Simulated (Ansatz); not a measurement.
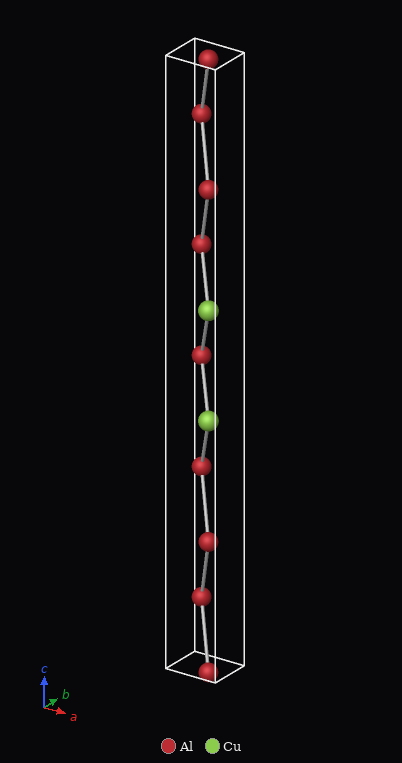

Ball-and-stick representation of a periodic structure, projected slightly off an axis. One conventional unit cell is framed, with atoms on its boundary repeated. Cell: a = 2.82 Å, b = 2.82 Å, c = 22.43 Å, α = 90.00°, β = 90.00°, γ = 120.00°.

The cell started as a structure type filled with these elements by a generator (whether the compound takes this form wasn't checked). Earlier steps of the study, as a rule a relaxation of our own, may have changed the cell and positions, so they can lie some per cent off the listed ones. A calculation with Ansatz used it as input.

What is this?

Answer. Composition: Al₄Cu. It is primitive hexagonal, space group P-6m2 (No. 187). It has 10 atoms to the cell (8 Al, 2 Cu). With all contacts inside bonding distance counted, the coordination numbers are Al 12 and Cu 12.

Run with Ansatz, DFT PBE, scalar-relativistic, plane waves, PAW and these settings: 420 eV cutoff, an 18×18×2 sampling of the Brillouin zone, Gaussian smearing of 0.1 eV, no spin polarisation.

Is the electronic structure metallic or gapped?

Answer. A metal: bands cross the Fermi level.

How charged are the atoms, by the Bader scheme?

Answer. Al -0.02 to +0.83 e; Cu -0.78 e.

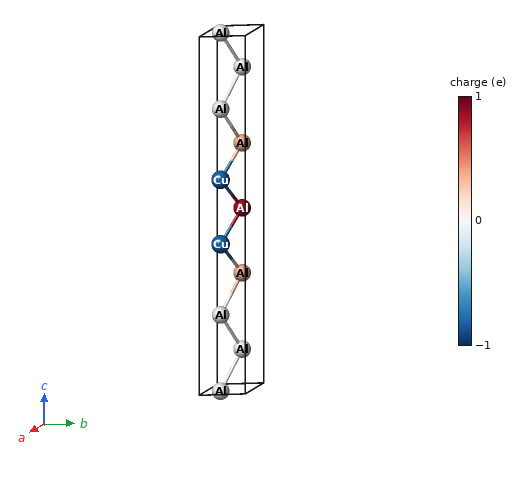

The atoms coloured by those charges. The run's cell of 10 atoms is drawn.

Does this geometry sit at a stationary point of the energy?

Answer. Yes. All forces vanish to within 0.01 eV/Å. The pressure is 0.0 GPa, close to zero.
